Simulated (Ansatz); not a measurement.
System: Sn (slab).

```cif
data_structure
_symmetry_space_group_name_H-M 'P 1'
_symmetry_Int_Tables_number 1
_cell_length_a 3.2138
_cell_length_b 5.9459
_cell_length_c 26.8918
_cell_angle_alpha 90.000
_cell_angle_beta 90.000
_cell_angle_gamma 90.000
_cell_volume 513.87
loop_
_atom_site_label
_atom_site_type_symbol
_atom_site_fract_x
_atom_site_fract_y
_atom_site_fract_z
_atom_site_occupancy
Sn1 Sn 0.54530 0.50000 0.27634 1
Sn2 Sn 0.20470 0.00000 0.27634 1
Sn3 Sn 0.03696 0.00000 0.38824 1
Sn4 Sn 0.71304 0.50000 0.38824 1
Sn5 Sn 0.52551 0.50000 0.50000 1
Sn6 Sn 0.22449 0.00000 0.50000 1
Sn7 Sn 0.03696 0.00000 0.61176 1
Sn8 Sn 0.71304 0.50000 0.61176 1
Sn9 Sn 0.54530 0.50000 0.72366 1
Sn10 Sn 0.20470 0.00000 0.72366 1
```

Method: DFT PBE, scalar-relativistic, plane waves, PAW (Ansatz).

**Predict the valence pseudo-density and electron localisation function between the atoms.**

Sn–Sn (3.06 Å): ρ at the midpoint is about 0.24 e/Å³; the ELF reaches about 0.55 near the midpoint.
Sn–Sn (3.21 Å): ρ is about 0.18 e/Å³ halfway; the ELF is about 0.40 at the midpoint.

**Does the calculation give a band gap?**

It is metallic or semimetallic at this level of theory: no gap opens.

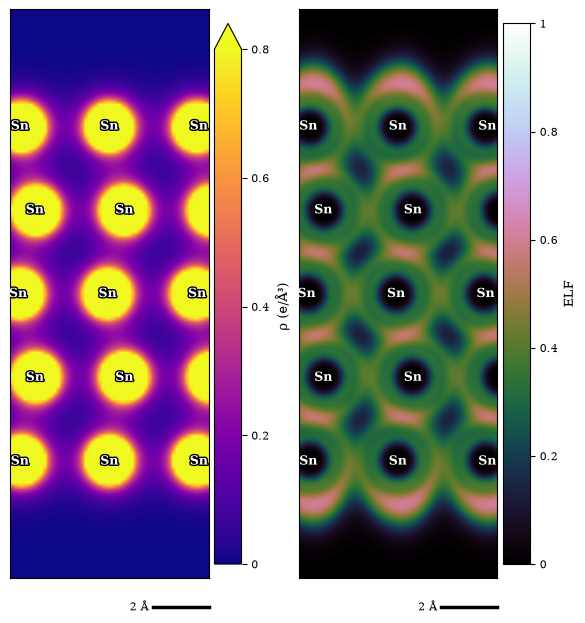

Computed valence pseudo-density and electron localisation function on the (010) plane of the calculation cell, a cut from vacuum to vacuum, in this order. 

The density is the valence pseudo-density of a PAW calculation; it isn't the true density close to the nuclei.
